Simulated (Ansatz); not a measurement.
Run report: Mo, geometry relaxation (part 2 of 2)

The same run, continued: Mo (slab, 6 atoms in the cell); DFT PBE, scalar-relativistic, plane waves, PAW, PAW set soft_1, no spin polarisation (Ansatz 0.2.0); cutoff 420 eV, 9×9×1 k-mesh, Gaussian smearing of 0.1 eV. The structure derives from an entry of the Crystallography Open Database. The input holds or restrains some coordinates.

Geometry of the input (Å; fractional positions):
```
4.4696  0.0000  0.0000
-2.2348  3.8708  0.0000
0.0000  0.0000  18.5617
Mo 0.6667  0.3333  0.3771
Mo 0.3333  0.6667  0.4263
Mo 0.0000  0.0000  0.4754
Mo 0.6667  0.3333  0.5246
Mo 0.3333  0.6667  0.5737
Mo 0.0000  0.0000  0.6229
```

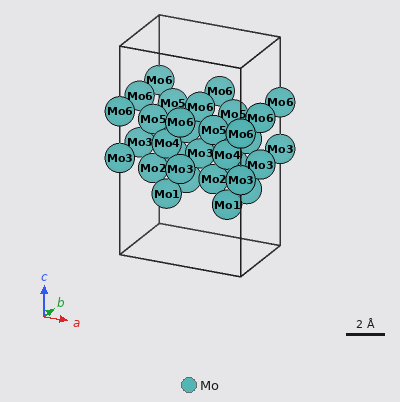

The geometry at step 2 of the log (spheres-only view of the 2 × 2 repeat of the cell, with the vacuum cut short, seen slightly off an axis; atoms are numbered from 1 in the order of the input).

The program's output, continued
```
SCF iter   1: F=—  HF=-29729.494118 eV  |F-HF|=—  |Δ(HF+E_count)|=         —  Δρ=1.42e-2  dr2=2.25e0  ethr=3.01e-3  p=-0.017 e·Å  D=-9.45e-3 V/Å  ΔV_dip=0.18 eV  dr2_dipole=3.44e-1  V_vac-E_F(+/−)=3.88/3.70 eV  ⟨swp⟩=1.0  Hψ=2095  notcnv=0  defer=22
efield: sawtooth ramp at fractional position 0.9800 (handed on by an earlier solve), width 0.0400; the density the first Hamiltonian is built on has a dipole p = -0.017 e·Å; the dipole correction subtracts the counter field D = -9.45e-3 V/Å, which shifts the + side's vacuum level by +0.18 eV against the − side's; the planar-averaged density in the ramp window peaks in size at 4.0e-6 e/Å³
preconditioner: auto → LDOS  [metal: Δε(μ)=0.057 eV  Ē_g=3.611 eV  σ=0.100 eV  W_gap=0.31  n_scr=66 (ndim 8)  ℏωp=12.4 eV  f_vac=0.592  D(μ)=8.16/eV (n_scr^D=66)  β→1.0]
SCF iter   2: F=—  HF=-29729.405926 eV  |F-HF|=—  |Δ(HF+E_count)|=   8.82e-2  Δρ=6.72e-3  dr2=3.58e-1  ethr=2.68e-3  p=-0.019 e·Å  D=-1.05e-2 V/Å  ΔV_dip=0.19 eV  dr2_dipole=1.46e-3  V_vac-E_F(+/−)=3.84/3.65 eV  ⟨swp⟩=2.4  Hψ=844  notcnv=0  defer=22
SCF iter   3: F=—  HF=-29729.383220 eV  |F-HF|=—  |Δ(HF+E_count)|=   2.27e-2  Δρ=3.13e-3  dr2=1.07e-1  ethr=4.26e-4  p=-0.020 e·Å  D=-1.11e-2 V/Å  ΔV_dip=0.21 eV  dr2_dipole=9.40e-3  V_vac-E_F(+/−)=3.86/3.65 eV  ⟨swp⟩=2.8  Hψ=1018  notcnv=0  defer=25
SCF iter   4: F=—  HF=-29729.375491 eV  |F-HF|=—  |Δ(HF+E_count)|=   7.73e-3  Δρ=8.68e-4  dr2=8.77e-3  ethr=1.27e-4  p=-0.020 e·Å  D=-1.14e-2 V/Å  ΔV_dip=0.21 eV  dr2_dipole=7.70e-4  V_vac-E_F(+/−)=3.85/3.64 eV  ⟨swp⟩=2.1  Hψ=736  notcnv=0  defer=23
SCF iter   5: F=—  HF=-29729.375129 eV  |F-HF|=—  |Δ(HF+E_count)|=   3.62e-4  Δρ=2.21e-4  dr2=6.15e-4  ethr=1.04e-5  p=-0.021 e·Å  D=-1.19e-2 V/Å  ΔV_dip=0.22 eV  dr2_dipole=6.88e-5  V_vac-E_F(+/−)=3.85/3.63 eV  ⟨swp⟩=2.0  Hψ=798  notcnv=0  defer=23
SCF iter   6: F=—  HF=-29729.375118 eV  |F-HF|=—  |Δ(HF+E_count)|=   1.07e-5  Δρ=7.20e-5  dr2=4.08e-5  ethr=7.32e-7  p=-0.022 e·Å  D=-1.21e-2 V/Å  ΔV_dip=0.23 eV  dr2_dipole=9.94e-7  V_vac-E_F(+/−)=3.85/3.62 eV  ⟨swp⟩=2.2  Hψ=922  notcnv=0  defer=23
SCF iter   7: F=-29729.375121 eV  HF=-29729.375122 eV  |F-HF|=4.34e-7  |Δ(HF+E_count)|=   3.80e-6  Δρ=1.99e-5  dr2=3.16e-6  ethr=4.38e-8  p=-0.022 e·Å  D=-1.23e-2 V/Å  ΔV_dip=0.23 eV  dr2_dipole=1.67e-7  V_vac-E_F(+/−)=3.85/3.62 eV  ⟨swp⟩=23.2  Hψ=6878  notcnv=0
SCF 3 converged in 7 iterations: F = -29729.375121 eV  dr2 = 3.16e-6
  Residual-converged pass: ⟨swp⟩=1.1  Hψ=661  notcnv=0  max |occ|·‖R‖ = 7.0e-9 eV (tolerance 1.0e-8 eV)  dr2=3.16e-6  dr2_onsite=3.99e-8  max |Δocc| = 7.1e-11
relax step   3: F+E_penalty+E_count = -29729.37512138 eV  Δ(F+E_penalty+E_count) = -6.646e-2 eV  max|allowed force component| = 6.908e-1 eV/Å  Δτ_max = 0.1793 Å  (7 SCF iters, dr2 threshold 3.68e-5 eV, accepted)
SCF iter   1: F=—  HF=-29729.403767 eV  |F-HF|=—  |Δ(HF+E_count)|=         —  Δρ=4.07e-3  dr2=1.44e-1  ethr=2.09e-3  p=-0.022 e·Å  D=-1.23e-2 V/Å  ΔV_dip=0.23 eV  dr2_dipole=1.07e-2  V_vac-E_F(+/−)=3.85/3.62 eV  ⟨swp⟩=2.8  Hψ=989  notcnv=0  defer=18
efield: sawtooth ramp at fractional position 0.9800 (handed on by an earlier solve), width 0.0400; the density the first Hamiltonian is built on has a dipole p = -0.022 e·Å; the dipole correction subtracts the counter field D = -1.23e-2 V/Å, which shifts the + side's vacuum level by +0.23 eV against the − side's; the planar-averaged density in the ramp window peaks in size at 3.0e-6 e/Å³
preconditioner: auto → LDOS  [metal: Δε(μ)=0.042 eV  Ē_g=3.537 eV  σ=0.100 eV  W_gap=0.23  n_scr=66 (ndim 8)  ℏωp=12.4 eV  f_vac=0.590  D(μ)=9.17/eV (n_scr^D=66)  β→1.0]
SCF iter   2: F=—  HF=-29729.397552 eV  |F-HF|=—  |Δ(HF+E_count)|=   6.21e-3  Δρ=1.40e-3  dr2=1.32e-2  ethr=1.72e-4  p=-0.020 e·Å  D=-1.14e-2 V/Å  ΔV_dip=0.21 eV  dr2_dipole=7.82e-4  V_vac-E_F(+/−)=3.86/3.64 eV  ⟨swp⟩=1.6  Hψ=749  notcnv=0  defer=18
SCF iter   3: F=—  HF=-29729.397028 eV  |F-HF|=—  |Δ(HF+E_count)|=   5.24e-4  Δρ=6.65e-4  dr2=4.68e-3  ethr=1.57e-5  p=-0.020 e·Å  D=-1.14e-2 V/Å  ΔV_dip=0.21 eV  dr2_dipole=4.26e-4  V_vac-E_F(+/−)=3.86/3.65 eV  ⟨swp⟩=4.0  Hψ=1305  notcnv=0  defer=18
SCF iter   4: F=—  HF=-29729.396697 eV  |F-HF|=—  |Δ(HF+E_count)|=   3.31e-4  Δρ=2.29e-4  dr2=5.11e-4  ethr=5.57e-6  p=-0.020 e·Å  D=-1.13e-2 V/Å  ΔV_dip=0.21 eV  dr2_dipole=4.09e-5  V_vac-E_F(+/−)=3.86/3.65 eV  ⟨swp⟩=2.3  Hψ=811  notcnv=0  defer=18
SCF iter   5: F=-29729.396650 eV  HF=-29729.396677 eV  |F-HF|=2.71e-5  |Δ(HF+E_count)|=   2.01e-5  Δρ=4.81e-5  dr2=3.28e-5  ethr=9.04e-8  p=-0.020 e·Å  D=-1.12e-2 V/Å  ΔV_dip=0.21 eV  dr2_dipole=1.68e-6  V_vac-E_F(+/−)=3.86/3.66 eV  ⟨swp⟩=20.8  Hψ=6713  notcnv=0
SCF 4 converged in 5 iterations: F = -29729.396650 eV  dr2 = 3.28e-5
relax step   4: F+E_penalty+E_count = -29729.39665000 eV  Δ(F+E_penalty+E_count) = -2.153e-2 eV  max|allowed force component| = 1.086e-1 eV/Å  Δτ_max = 0.0558 Å  (5 SCF iters, dr2 threshold 7.59e-5 eV, accepted)
SCF iter   1: F=—  HF=-29729.397416 eV  |F-HF|=—  |Δ(HF+E_count)|=         —  Δρ=6.17e-4  dr2=1.60e-3  ethr=4.76e-5  p=-0.020 e·Å  D=-1.12e-2 V/Å  ΔV_dip=0.21 eV  dr2_dipole=1.62e-4  V_vac-E_F(+/−)=3.86/3.66 eV  ⟨swp⟩=1.9  Hψ=886  notcnv=0
efield: sawtooth ramp at fractional position 0.9800 (handed on by an earlier solve), width 0.0400; the density the first Hamiltonian is built on has a dipole p = -0.020 e·Å; the dipole correction subtracts the counter field D = -1.12e-2 V/Å, which shifts the + side's vacuum level by +0.21 eV against the − side's; the planar-averaged density in the ramp window peaks in size at 3.0e-6 e/Å³
preconditioner: auto → LDOS  [metal: Δε(μ)=0.044 eV  Ē_g=3.546 eV  σ=0.100 eV  W_gap=0.24  n_scr=66 (ndim 8)  ℏωp=12.4 eV  f_vac=0.590  D(μ)=9.25/eV (n_scr^D=66)  β→1.0]
SCF iter   2: F=—  HF=-29729.397351 eV  |F-HF|=—  |Δ(HF+E_count)|=   6.51e-5  Δρ=2.71e-4  dr2=4.06e-4  ethr=1.91e-6  p=-0.020 e·Å  D=-1.10e-2 V/Å  ΔV_dip=0.20 eV  dr2_dipole=1.31e-6  V_vac-E_F(+/−)=3.87/3.66 eV  ⟨swp⟩=2.0  Hψ=928  notcnv=0
SCF iter   3: F=—  HF=-29729.397315 eV  |F-HF|=—  |Δ(HF+E_count)|=   3.60e-5  Δρ=1.30e-4  dr2=1.22e-4  ethr=4.83e-7  p=-0.020 e·Å  D=-1.10e-2 V/Å  ΔV_dip=0.20 eV  dr2_dipole=3.57e-6  V_vac-E_F(+/−)=3.87/3.67 eV  ⟨swp⟩=3.1  Hψ=1260  notcnv=0
SCF iter   4: F=—  HF=-29729.397305 eV  |F-HF|=—  |Δ(HF+E_count)|=   1.00e-5  Δρ=4.68e-5  dr2=1.37e-5  ethr=1.46e-7  p=-0.019 e·Å  D=-1.10e-2 V/Å  ΔV_dip=0.20 eV  dr2_dipole=3.15e-8  V_vac-E_F(+/−)=3.87/3.67 eV  ⟨swp⟩=2.2  Hψ=715  notcnv=0
SCF iter   5: F=—  HF=-29729.397485 eV  |F-HF|=—  |Δ(HF+E_count)|=   1.81e-4  Δρ=1.06e-5  dr2=1.41e-6  ethr=1.63e-8  p=-0.019 e·Å  D=-1.10e-2 V/Å  ΔV_dip=0.20 eV  dr2_dipole=2.23e-8  V_vac-E_F(+/−)=3.87/3.67 eV  ⟨swp⟩=2.3  Hψ=907  notcnv=0
SCF iter   6: F=—  HF=-29729.397485 eV  |F-HF|=—  |Δ(HF+E_count)|=   1.95e-7  Δρ=4.28e-6  dr2=1.36e-7  ethr=1.68e-9  p=-0.019 e·Å  D=-1.09e-2 V/Å  ΔV_dip=0.20 eV  dr2_dipole=4.39e-10  V_vac-E_F(+/−)=3.88/3.67 eV  ⟨swp⟩=2.0  Hψ=847  notcnv=0
SCF iter   7: F=-29729.397485 eV  HF=-29729.397485 eV  |F-HF|=3.85e-9  |Δ(HF+E_count)|=   1.78e-8  Δρ=1.68e-6  dr2=2.32e-8  ethr=1.19e-10  p=-0.019 e·Å  D=-1.09e-2 V/Å  ΔV_dip=0.20 eV  dr2_dipole=3.16e-10  V_vac-E_F(+/−)=3.88/3.67 eV  ⟨swp⟩=17.5  Hψ=5050  notcnv=0
SCF 5 converged in 7 iterations: F = -29729.397485 eV  dr2 = 2.32e-8
relax step   5: F+E_penalty+E_count = -29729.39748542 eV  Δ(F+E_penalty+E_count) = -8.354e-4 eV  max|allowed force component| = 2.143e-2 eV/Å  Δτ_max = 0.0066 Å  (7 SCF iters, accepted)
WARN: The output density's exchange-correlation potential varies sharply where the density is thin. Do not read a vacuum level from v_tot or v_xc, or from such a field of the output density. On a cell that repeats whose density bears no net charge and no dipole along the vacuum's axis use v_es (v_loc + v_h of the components); under efield.dipole_correction with no amplitude use v_es + v_field, which holds any external_charges[].barrier, or the levels of the report's work_function block, which leave it out; under a non-zero efield.amplitude the vacuum is tilted and has no level; on a cell that repeats and bears such a dipole with no correction it is tilted too, and efield.dipole_correction with no amplitude gives each side of its ramp a level where efield: is served; in a cell that repeats whose density bears a net charge (total_charge, or a fill off its count) it is curved and has none; of a slab under crystal.periodic whose density bears no net charge use v_es, which has a level on each side, short of where the two are joined; of another it falls or rises all the way out and has none; of a slab beside external_charges read slab_vacuum_level instead, which it has where they leave it neutral. The grid or the basis barely resolves most such structure, and the values can differ between equally converged runs; as a rule a tighter scf.convergence.dr2_threshold does not remove it. Where the density itself ripples (under the LDA too) a higher basis.ecutwfc lessens it. The files hold the spikes' plane waves up to the density's cutoff. Files: v_tot_of_output_density and the like, and their columns of v_z.tsv (output.write_potential); v_xc_of_output_density and the like, and their columns of v_comp_z.tsv (output.write_potential_components). Measured: with its Gaussian average of σ = 0.25 Å subtracted twice, the exchange-correlation potential is over 0.1 eV at 387 of the grid points where the equally averaged density (valence and model cores) is under 1e-3 e/Å³, and 0.546 eV at the most among them, at an averaged density of 1.0e-7 e/Å³. The input density's (outcome.potential() and, of a run that writes arrays, v_tot and v_xc) is over 0.1 eV, so measured, at 5 points of its own thin density, 0.161 eV at the most. See output.write_potential in the manual, Limitations
SCF converged after 7 iterations
Free energy (F): -29729.397485 eV
Harris-Foulkes:  -29729.397485 eV  (|F-HF|=3.85e-9)
Internal energy: -29729.351263 eV  (E = F + TS)
E sigma→0 (E₀):  -29729.374374 eV
Entropy (-TS):   -0.046223 eV (-7.704 meV/atom)
Fermi energy:    3.530117 eV
Dipole field:    D = -0.010916 V/Å  (p = -0.019373 e·Å, saw-weighted, corrected)
Work function:   Φ+ = 3.8763 eV   Φ− = 3.6737 eV
Levels:          The Fermi level and band energies are counted from a zero that moves with the ramp; work functions are not
--- Per-component energies (eV) ---
  E_band       = -1779.546100
  E_kinetic    = 2525.183348
  E_local      = -64216.974757  (includes V_loc(G=0)·N_el)
  E_nonlocal   = 898.864569
  E_hartree    = 30641.342692
  E_xc         = -1048.864004
  E_vxc        = -1306.604891  (∫ρ·V_xc dr)
  E_paw        = -19273.612731  (= ΣΔE_a)
  E_vpaw       = -962.642444  (= ΣTr[D̂ρ^β])
  E_aug_tail   = 0.000303  (compensation charges beyond the density's cutoff)
  E_efield     = 0.000106  (sawtooth field / dipole correction)
  E_vefield    = -0.085891  (∫n·V_field dr)
  E_ewald      = 20744.709212
  E_smearing   = -0.046223  (= −TS)
  E_closure    = -0.000000  (closes the sum)
  Σ components = -29729.397485   (vs F -29729.397485, Δ=0.00e0)
--- Forces (eV/Å), atoms counted from 1 ---
  atom   1  Mo    -0.00000000    -0.00000000     1.55493892
  atom   2  Mo     0.00000000     0.00000000    -0.17600406
  atom   3  Mo     0.00000000     0.00000000    -1.36437570
  atom   4  Mo    -0.00000000    -0.00000000    -0.02142880
  atom   5  Mo    -0.00000000    -0.00000000    -0.00566052
  atom   6  Mo     0.00000000     0.00000000     0.01250430
  max |Σ_I F_I| component: 2.58e-5 eV/Å
--- Band table (eV; the first three rows and the last of 12) ---
  k-point 0: bands = ["-57.6290", "-57.4007", "-57.3520", "-57.3124", "-57.1700", "-57.1037", "-32.0976", "-31.9582", "-31.9582", "-31.9117", "-31.8415", "-31.8415", "-31.7255", "-31.5796", "-31.5796", "-31.2701", "-31.2701", "-31.1696", "-31.0820", "-30.9754", "-30.9754", "-30.8875", "-30.8875", "-30.8808", "-2.5223", "-1.1554", "-1.1554", "-0.1568", "0.5801", "0.5801", "0.9038", "0.9038", "0.9072", "1.0529", "1.6074", "1.6074", "1.8041", "2.2950", "2.2950", "2.3170", "2.3170", "2.5417", "3.4628", "4.6751", "4.6751", "4.7944", "4.7944", "5.0629", "5.2620", "5.2620", "5.6244"]
  k-point 1: bands = ["-57.6194", "-57.4004", "-57.3554", "-57.3121", "-57.1725", "-57.1085", "-32.1159", "-32.0353", "-32.0088", "-31.9228", "-31.7765", "-31.7605", "-31.7318", "-31.5736", "-31.5470", "-31.2627", "-31.2546", "-31.1687", "-31.0871", "-30.9954", "-30.9754", "-30.9142", "-30.8866", "-30.8720", "-2.3641", "-1.0680", "-1.0595", "-0.2357", "0.4117", "0.5090", "0.6471", "0.8251", "0.9710", "1.1419", "1.6250", "1.6931", "1.9745", "2.1993", "2.3525", "2.5095", "2.5487", "2.6350", "3.5396", "4.5086", "4.5331", "4.7939", "4.8235", "5.1092", "5.2016", "5.2892", "5.5894"]
  k-point 2: bands = ["-57.5924", "-57.4034", "-57.3643", "-57.3093", "-57.1791", "-57.1211", "-32.1707", "-32.1376", "-32.0341", "-31.9298", "-31.7759", "-31.7290", "-31.6196", "-31.5318", "-31.4621", "-31.2589", "-31.2460", "-31.1812", "-31.0807", "-31.0543", "-30.9766", "-30.9474", "-30.8842", "-30.8623", "-1.9313", "-0.8744", "-0.7802", "-0.4028", "0.0764", "0.4285", "0.4554", "0.7905", "1.0534", "1.1647", "1.6074", "1.7081", "1.9247", "2.2019", "2.4543", "2.8720", "2.8774", "3.2362", "3.6881", "4.1643", "4.2972", "4.7750", "4.8962", "4.9942", "5.0291", "5.1728", "5.4976"]
  k-point 11: bands = ["-57.4672", "-57.4599", "-57.4057", "-57.2838", "-57.2011", "-57.1551", "-32.2663", "-32.1868", "-32.0389", "-31.8694", "-31.8626", "-31.7718", "-31.5704", "-31.4542", "-31.3475", "-31.2553", "-31.2349", "-31.1489", "-31.1441", "-31.0289", "-30.9883", "-30.9391", "-30.9174", "-30.8392", "-0.7540", "-0.6532", "-0.5608", "-0.2769", "-0.1717", "-0.0663", "1.0993", "1.1426", "1.1647", "1.3809", "1.5162", "1.6424", "2.3106", "2.3323", "2.4952", "2.8774", "2.9628", "3.3343", "3.7406", "4.0928", "4.1768", "4.2240", "4.4909", "4.5208", "4.8159", "4.8924", "5.1590"]
--- Relaxed structure (5 steps of the walk, 5 accepted, 0 SCFs on fresh bases) ---
  F+E_penalty+E_count = -29729.39748542 eV   max|allowed force component| = 2.143e-2 eV/Å
  atoms:
    - { symbol: Mo, position: [0.6666666666666666, 0.3333333333333333, 0.37711976780000006] }
    - { symbol: Mo, position: [0.3333333333333333, 0.6666666666666666, 0.42627186070000006] }
    - { symbol: Mo, position: [0.0, 0.0, 0.47542395360000006] }
    - { symbol: Mo, position: [0.6666666666666666, 0.3333333333333333, 0.5202445080239425] }
    - { symbol: Mo, position: [0.3333333333333333, 0.6666666666666666, 0.5639865968442436] }
    - { symbol: Mo, position: [3.559427339521315e-18, 1.4445132122819087e-18, 0.6066007417831585] }
```

Trajectory as extended XYZ (Å, eV, eV/Å), 5 frames, from step=1 to step=5
```
6
Lattice="4.4696 0.0000 0.0000 -2.2348 3.8708 0.0000 0.0000 0.0000 18.5617" Properties=species:S:1:pos:R:3:forces:R:3 step=1 energy=-29729.01063
Mo    2.2348    1.2903    7.0000    0.0000   0.0000   1.9227
Mo    0.0000    2.5805    7.9123    0.0000   0.0000   0.4954
Mo    0.0000    0.0000    8.8247    0.0000   0.0000  -0.0294
Mo    2.2348    1.2903    9.7370    0.0000   0.0000   0.0293
Mo    0.0000    2.5805   10.6494    0.0000   0.0000  -0.4954
Mo    0.0000    0.0000   11.5617    0.0000   0.0000  -1.9228
6
Lattice="4.4696 0.0000 0.0000 -2.2348 3.8708 0.0000 0.0000 0.0000 18.5617" Properties=species:S:1:pos:R:3:forces:R:3 step=2 energy=-29729.30867
Mo    2.2348    1.2903    7.0000    0.0000   0.0000   1.6939
Mo    0.0000    2.5805    7.9123    0.0000   0.0000   0.4471
Mo    0.0000    0.0000    8.8247    0.0000   0.0000  -0.6153
Mo    2.2348    1.2903    9.7310    0.0000   0.0000  -0.1369
Mo    0.0000    2.5805   10.5860    0.0000   0.0000  -0.7671
Mo    0.0000    0.0000   11.3657    0.0000   0.0000  -0.6254
6
Lattice="4.4696 0.0000 0.0000 -2.2348 3.8708 0.0000 0.0000 0.0000 18.5617" Properties=species:S:1:pos:R:3:forces:R:3 step=3 energy=-29729.37512
Mo    2.2348    1.2903    7.0000    0.0000   0.0000   1.5637
Mo    0.0000    2.5805    7.9123    0.0000   0.0000  -0.5580
Mo    0.0000    0.0000    8.8247    0.0000   0.0000  -1.6709
Mo    2.2348    1.2903    9.6577    0.0000   0.0000  -0.1419
Mo    0.0000    2.5805   10.4068    0.0000   0.0000   0.6908
Mo    0.0000    0.0000   11.2316    0.0000   0.0000   0.1161
6
Lattice="4.4696 0.0000 0.0000 -2.2348 3.8708 0.0000 0.0000 0.0000 18.5617" Properties=species:S:1:pos:R:3:forces:R:3 step=4 energy=-29729.39665
Mo    2.2348    1.2903    7.0000    0.0000   0.0000   1.5775
Mo    0.0000    2.5805    7.9123    0.0000   0.0000  -0.2096
Mo    0.0000    0.0000    8.8247    0.0000   0.0000  -1.3260
Mo    2.2348    1.2903    9.6630    0.0000   0.0000  -0.0526
Mo    0.0000    2.5805   10.4626    0.0000   0.0000   0.1086
Mo    0.0000    0.0000   11.2662    0.0000   0.0000  -0.0941
6
Lattice="4.4696 0.0000 0.0000 -2.2348 3.8708 0.0000 0.0000 0.0000 18.5617" Properties=species:S:1:pos:R:3:forces:R:3 step=5 energy=-29729.39749
Mo    2.2348    1.2903    7.0000    0.0000   0.0000   1.5549
Mo    0.0000    2.5805    7.9123    0.0000   0.0000  -0.1760
Mo    0.0000    0.0000    8.8247    0.0000   0.0000  -1.3644
Mo    2.2348    1.2903    9.6566    0.0000   0.0000  -0.0214
Mo    0.0000    2.5805   10.4686    0.0000   0.0000  -0.0057
Mo    0.0000    0.0000   11.2596    0.0000   0.0000   0.0125
```

Summary

- outcome: converged under the restraints of the input
- electrons treated: 84
- free energy: −29729.3975 eV
- work function, top face: 3.88 eV
- work function, bottom face: 3.67 eV
- Fermi energy: 3.530 eV
- gap on the k-point mesh: none (metallic)
- final volume: 321.13 Å³
- work function (upper face): 3.88 eV
- largest force (length of the vector) at the end, held atoms and coordinates included: 1.555 eV/Å
- hardware: 1 thread of Intel Xeon (Granite Rapids), 32 GiB of memory available, shared host
- wall time: 47 s
- peak memory: 0.55 GiB

Remarks

The program warns: the exchange-correlation potential is rough where the density is thin.
